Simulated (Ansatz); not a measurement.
**What a change does: band-structure calculation on KBr**

System: KBr (I-4m2, 2 atoms in the cell).
Method of run 1: DFT, r2SCAN, plane waves, PAW, no spin polarisation (Ansatz 0.2.0).

The structure was built on a prototype by a generator. The geometry comes from this level: r2SCAN (a point of a series of strains). Text and figures count atoms from 1; the logs count them from 0 in places.

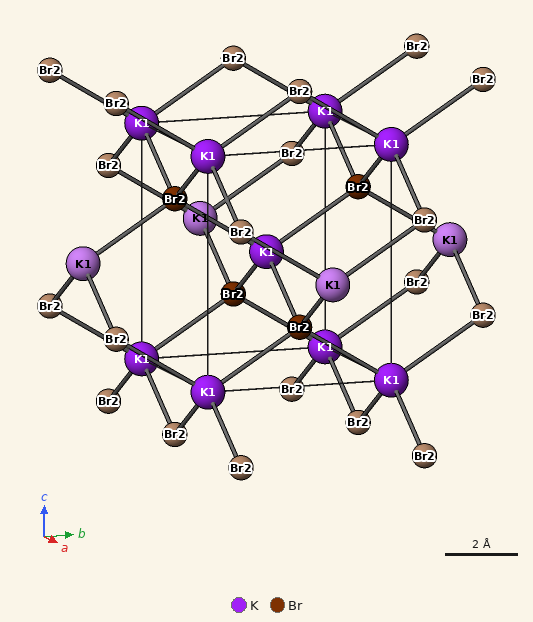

Fig. 1: The structure as given in the input (ball-and-stick view of the cell 2 times as large as that of the calculation, set on its symmetry axes, seen slightly off an axis; neighbours outside the cell are drawn fainter; atoms are numbered from 1 in the order of the input).

### The input, run 1
```yaml
crystal:
  lattice:
    - [0.0, 3.8417325285, 3.3390821501]
    - [3.8417325285, 0.0, 3.3390821501]
    - [3.8417325285, 3.8417325285, 0.0]
  atoms:
    - { symbol: K, position: [0.0, 0.0, 0.0] }
    - { symbol: Br, position: [0.25, 0.25, 0.25] }
kpoints:
  mp_grid: { grid: [6, 6, 6] }
  band_path:
    path:
      - [0.0, 0.0, 0.0]
      - [-0.5, -0.5, 0.0]
      - [-0.375, -0.375, 0.25]
      - [-0.375, 0.0, 0.375]
      - [0.0, 0.0, 0.5]
      - [-0.5, -0.25, 0.25]
      - [-0.225, 0.0, 0.225]
    npoints: 1
hamiltonian:
  xc: r2scan
scf:
  occupations: { method: fixed }
  n_extra_bands: 4
output:
  forces: true
  stress: true
  eigenvalues: true
```

Command:
```bash
ansatz run input.yaml --threads 4 --pin off --max-ram 3686MiB --backend cpu --events-out ev --progress --plain --runs-dir out
```

Hardware: 4 threads of an Arm (aarch64) CPU, shared host.

### Output, shortened to warnings, some set-up lines, iterations and results (run 1)
```
Basis set: ecut = 500 eV, 2513 PW (Γ), exchange–correlation on 160×160×160 points (64 copies of the dense FFT grid, shifted against one another)
Symmetry: 8 space group operations
k-points: 30 of 216 (time reversal used)
Initial density: superposition of atomic densities (neutral atoms: chi_scale 0, normalization atom), corrected by the library's trained network
[...]
SCF iter   1: F=—  HF=-4339.014852 eV  |F-HF|=—  |Δ(HF+E_count)|=         —  Δρ=2.30e-3  dr2=5.15e-3  dr2_τ=2.75e-3  ethr=1.77e-3  ⟨swp⟩=5.2  Hψ=1991  notcnv=0  defer=50
SCF iter   2: F=—  HF=-4339.032248 eV  |F-HF|=—  |Δ(HF+E_count)|=   1.74e-2  Δρ=9.79e-4  dr2=3.57e-4  dr2_τ=7.70e-5  ethr=3.22e-5  ⟨swp⟩=3.1  Hψ=967  notcnv=0  defer=60
SCF iter   3: F=—  HF=-4339.032583 eV  |F-HF|=—  |Δ(HF+E_count)|=   3.34e-4  Δρ=3.94e-4  dr2=6.32e-5  dr2_τ=5.94e-6  ethr=2.23e-6  ⟨swp⟩=3.1  Hψ=652  notcnv=0  defer=60
SCF iter   4: F=—  HF=-4339.032647 eV  |F-HF|=—  |Δ(HF+E_count)|=   6.44e-5  Δρ=3.04e-5  dr2=3.85e-7  dr2_τ=4.10e-7  ethr=3.95e-7  ⟨swp⟩=3.0  Hψ=660  notcnv=0  defer=60
SCF iter   5: F=-4339.032649 eV  HF=-4339.032649 eV  |F-HF|=5.16e-8  |Δ(HF+E_count)|=   1.56e-6  Δρ=5.99e-6  dr2=1.86e-8  dr2_τ=4.75e-9  ethr=2.41e-9  ⟨swp⟩=2.0  Hψ=569  …
SCF iter   6: F=-4339.032649 eV  HF=-4339.032649 eV  |F-HF|=7.16e-10  |Δ(HF+E_count)|=   5.79e-8  Δρ=4.12e-7  dr2=1.66e-10  dr2_τ=3.70e-11  ethr=1.16e-10  ⟨swp⟩=6.4  Hψ=2461  …
SCF 1 converged in 6 iterations: F = -4339.032649 eV  dr2 = 1.66e-10
NSCF: frozen V_eff on 7 k-points
SCF converged after 6 iterations
Free energy (F): -4339.032649 eV
Harris-Foulkes:  -4339.032649 eV  (|F-HF|=7.16e-10)
Internal energy: -4339.032649 eV  (E = F + TS)
E sigma→0 (E₀):  -4339.032649 eV
Fermi energy:    -1.351622 eV
--- Per-component energies (eV) ---
  E_band       = -174.812896
  E_kinetic    = 388.733323
  E_local      = -1034.524357  (includes V_loc(G=0)·N_el)
  E_nonlocal   = 82.403932
  E_hartree    = 354.589252
  E_xc         = -385.467339
  E_vxc        = -302.358574  (∫ρ·V_xc dr)
  E_paw        = -3057.984056  (= ΣΔE_a)
  E_vpaw       = -35.699447  (= ΣTr[D̂ρ^β])
  E_aug_tail   = -0.000002  (compensation charges beyond the density's cutoff)
  E_vtau       = 17.453556  (kinetic-family band-sum trace: ∫τ·v_τ [+ j·A + Jᵃ·Aᵃ] dr)
  E_ewald      = -686.429022
  E_core_change = -0.354379  (= ΣΔE_core)
  E_smearing   = -0.000000  (= −TS)
  E_closure    = 0.000000  (closes the sum)
  Σ components = -4339.032649   (vs F -4339.032649, Δ=0.00e0)
--- Forces (eV/Å), atoms counted from 1 ---
  atom   1  K      0.00000000     0.00000000     0.00000000
  atom   2  Br    -0.00000000     0.00000000    -0.00000000
  max |Σ_I F_I| component: 2.43e-17 eV/Å
--- Stress (GPa, compression-positive) ---
        0.087409       0.000000      -0.000000
        0.000000       0.087409       0.000000
       -0.000000       0.000000      -0.000967
  P = ⅓ Tr σ = 0.0580 GPa (0.580 kbar)
```

The input of run 2 differs as follows (lines with − go, lines with + come):
```diff
-  xc: r2scan
+  xc: pbe
-  occupations: { method: fixed }
+  occupations: { method: fermi_dirac, width: 0.02 }
```

Predict how the results change.

The total energies belong to different methods, so their difference says nothing on which is more stable or more accurate. The gap on the mesh goes from 4.79 to 4.23 eV. The pressure goes from 0.06 to 0.32 GPa. The functional changes from r2SCAN to PBE. The number of SCF iterations is the same. The default cutoff goes from 500 to 420 eV with the change. The plane waves at Γ go from 2513 to 1947.

### Output, shortened to warnings, some set-up lines, iterations and results (run 2)
```
Basis set: ecut = 420 eV, 1947 PW (Γ), exchange–correlation on 72×72×80 points (8 copies of the dense FFT grid, shifted against one another)
Symmetry: 8 space group operations
k-points: 30 of 216 (time reversal used)
Initial density: superposition of atomic densities (neutral atoms: chi_scale 0, normalization atom), corrected by the library's trained network
[...]
SCF iter   1: F=—  HF=-4324.313313 eV  |F-HF|=—  |Δ(HF+E_count)|=         —  Δρ=2.85e-4  dr2=8.45e-5  ethr=1.77e-3  ⟨swp⟩=7.5  Hψ=2716  notcnv=0
SCF iter   2: F=—  HF=-4324.313123 eV  |F-HF|=—  |Δ(HF+E_count)|=   1.90e-4  Δρ=1.40e-4  dr2=2.50e-5  ethr=5.28e-7  ⟨swp⟩=2.6  Hψ=1038  notcnv=0
SCF iter   3: F=—  HF=-4324.313157 eV  |F-HF|=—  |Δ(HF+E_count)|=   3.38e-5  Δρ=7.06e-5  dr2=5.25e-6  ethr=1.56e-7  ⟨swp⟩=2.7  Hψ=619  notcnv=0
SCF iter   4: F=—  HF=-4324.313165 eV  |F-HF|=—  |Δ(HF+E_count)|=   8.52e-6  Δρ=2.19e-5  dr2=7.53e-7  ethr=3.28e-8  ⟨swp⟩=2.1  Hψ=460  notcnv=0
SCF iter   5: F=-4324.313166 eV  HF=-4324.313166 eV  |F-HF|=2.36e-9  |Δ(HF+E_count)|=   2.45e-7  Δρ=3.94e-6  dr2=2.06e-8  ethr=4.71e-9  ⟨swp⟩=2.0  Hψ=450  notcnv=0
SCF iter   6: F=-4324.313166 eV  HF=-4324.313166 eV  |F-HF|=7.78e-10  |Δ(HF+E_count)|=   1.33e-8  Δρ=8.45e-7  dr2=9.50e-10  ethr=1.29e-10  ⟨swp⟩=2.8  Hψ=1326  notcnv=0
SCF 1 converged in 6 iterations: F = -4324.313166 eV  dr2 = 9.50e-10
NSCF: frozen V_eff on 7 k-points
SCF converged after 6 iterations
Free energy (F): -4324.313166 eV
Harris-Foulkes:  -4324.313166 eV  (|F-HF|=7.78e-10)
Internal energy: -4324.313166 eV  (E = F + TS)
E sigma→0 (E₀):  -4324.313166 eV
Fermi energy:    1.180535 eV
--- Per-component energies (eV) ---
  E_band       = -164.166714
  E_kinetic    = 388.115538
  E_local      = -1034.697368  (includes V_loc(G=0)·N_el)
  E_nonlocal   = 82.851345
  E_hartree    = 354.619882
  E_xc         = -400.388225
  E_vxc        = -269.309168  (∫ρ·V_xc dr)
  E_paw        = -3028.385311  (= ΣΔE_a)
  E_vpaw       = -40.366804  (= ΣTr[D̂ρ^β])
  E_aug_tail   = -0.000004  (compensation charges beyond the density's cutoff)
  E_ewald      = -686.429022
  E_smearing   = -0.000000  (= −TS)
  E_closure    = 0.000000  (closes the sum)
  Σ components = -4324.313166   (vs F -4324.313166, Δ=0.00e0)
--- Forces (eV/Å), atoms counted from 1 ---
  atom   1  K      0.00000000     0.00000000     0.00000000
  atom   2  Br    -0.00000000    -0.00000000     0.00000000
  max |Σ_I F_I| component: 2.26e-17 eV/Å
--- Stress (GPa, compression-positive) ---
        0.342218       0.000000       0.000000
        0.000000       0.342218       0.000000
        0.000000       0.000000       0.270576
  P = ⅓ Tr σ = 0.3183 GPa (3.183 kbar)
```

### The two runs side by side

```csv
quantity,run 1,run 2
outcome,converged,converged
free energy per atom (eV),−2169.5163,−2162.1566
gap on the mesh (eV),4.79,4.23
pressure (GPa),0.06,0.32
largest force (eV/Å),0.000,0.000
SCF iterations,6,6
irreducible k-points,30,30
plane waves at Γ,2513,1947
wall time (shared host),3.7 s,1.6 s
```
